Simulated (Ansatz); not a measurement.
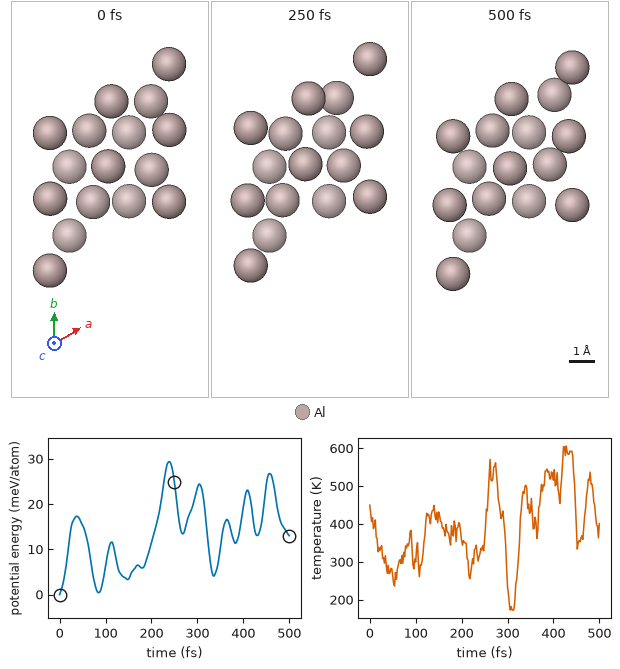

A Born-Oppenheimer molecular dynamics run of a slab of Al(111) (12 atoms in the cell), 500 fs long. It starts from the last geometry of an earlier run, with fresh velocities. Frames and the history of the run. The picture is a spheres-only view of the simulation cell, with the vacuum cut short, seen along the c axis.

All numbers below come from Ansatz, DFT PBE-D3(BJ), scalar-relativistic, plane waves, PAW. Run with plane-wave cutoff 420 eV; k-point mesh 3 × 3 × 1; Fermi-Dirac smearing 0.1 eV; 4 atoms held fixed; Langevin thermostat (NVT); set temperature 450 K; time step 2 fs; friction 0.005 per fs.

Q: Describe the run.

A: Over the second half the temperature averages 446 K (spread ±105 K). The potential energy in the second half lies on average 16.7 meV per atom above the first frame. Root-mean-square distances from the starting positions over the second half, with the common drift of all atoms taken out: Al 0.29 Å. That is small against the typical shortest distance between atoms in the first frame, about 2.7 Å: the atoms vibrate about their sites and the arrangement holds.

The run took 13 min on 1 thread of Intel(R) Xeon(R) Platinum 8488C (Sapphire Rapids), with other jobs on the host, peak memory 0.61 GiB.
